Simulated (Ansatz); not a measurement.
This input was run:

```
crystal:
  lattice:
    - [7.2091113505, 0.0, 0.0]
    - [0.0, 5.0976115223, 0.0]
    - [0.0, 0.0, 21.4068335129]
  atoms:
    - { symbol: Hf, position: [0.25, 0.5, 0.3737124407] }
    - { symbol: Hf, position: [0.75, 0.5, 0.3737124407] }
    - { symbol: O, position: [0.5, 0.75, 0.3737124407] }
    - { symbol: O, position: [0.0, 0.75, 0.3737124407] }
    - { symbol: O, position: [0.5, 0.25, 0.3737124407] }
    - { symbol: O, position: [0.0, 0.25, 0.3737124407] }
    - { symbol: Hf, position: [0.5, 0.0, 0.4579041469] }
    - { symbol: Hf, position: [0.0, 0.0, 0.4579041469] }
    - { symbol: O, position: [0.75, 0.25, 0.4579041469] }
    - { symbol: O, position: [0.25, 0.25, 0.4579041469] }
    - { symbol: O, position: [0.75, 0.75, 0.4579041469] }
    - { symbol: O, position: [0.25, 0.75, 0.4579041469] }
    - { symbol: Hf, position: [0.75, 0.5, 0.5420958531] }
    - { symbol: Hf, position: [0.25, 0.5, 0.5420958531] }
    - { symbol: O, position: [0.0, 0.75, 0.5420958531] }
    - { symbol: O, position: [0.5, 0.75, 0.5420958531] }
    - { symbol: O, position: [0.0, 0.25, 0.5420958531] }
    - { symbol: O, position: [0.5, 0.25, 0.5420958531] }
    - { symbol: Hf, position: [0.0, 0.0, 0.6262875593] }
    - { symbol: Hf, position: [0.5, 0.0, 0.6262875593] }
    - { symbol: O, position: [0.25, 0.25, 0.6262875593] }
    - { symbol: O, position: [0.75, 0.25, 0.6262875593] }
    - { symbol: O, position: [0.25, 0.75, 0.6262875593] }
    - { symbol: O, position: [0.75, 0.75, 0.6262875593] }
basis:
  ecutwfc: 420
kpoints:
  mp_grid: { grid: [2, 3, 1] }
hamiltonian:
  xc: pbe
scf:
  occupations: { method: gaussian, width: 0.05 }
output:
  forces: true
  eigenvalues: true
  write_density: true
  write_potential: true
  elf: true
  volumetric_format: npy
relax:
  adjacent_minimum: "off"
  f_tol: 0.03
  max_steps: 70
  constraints: [{ sites: [0, 1, 2, 3, 4, 5, 6, 7, 8, 9, 10, 11] }]
efield:
  axis: 3
  dipole_correction: true
  ramp_width: 0.04
```

Command:
```bash
ansatz run input.yaml --threads 4 --pin off --max-ram 10240MiB --backend cpu --events-out ev --progress --plain --runs-dir out
```

What does the potential across the slab give for the band edges against vacuum?

From the vacuum level at the right face the ionisation potential is 3.94 eV and the electron affinity 2.28 eV; at the left face they are 3.54 and 1.88 eV. The slab's gap, their difference before rounding, is 1.66 eV. The vacuum level is 0.41 eV higher at the right than at the left, so the slab carries a dipole along its normal; the ramp in the vacuum, at or near the edge of the plot, is the dipole correction that keeps each side flat. Some atoms were held fixed in the relaxation, which can itself make the faces differ. The outermost atoms are 5.5 Å apart, which leaves 15.9 Å of vacuum in a cell 21.4 Å high.

Spin-orbit coupling is left out, which matters for Hf.

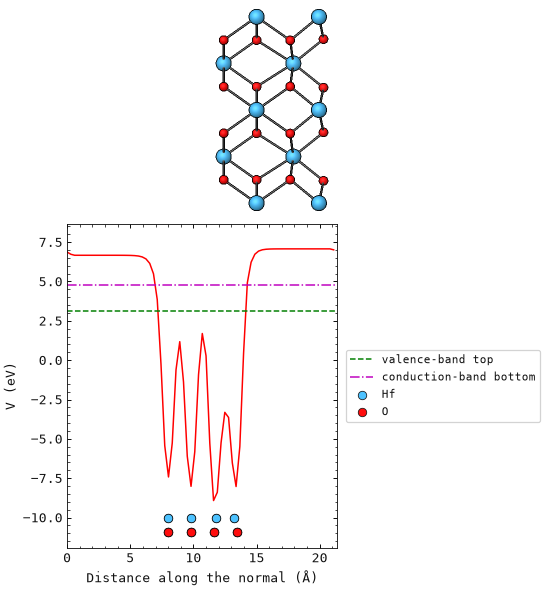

Plane-averaged electrostatic potential energy of an electron across the slab; circles at the bottom mark the heights of the atoms (positions after relaxation). The structure is drawn too.
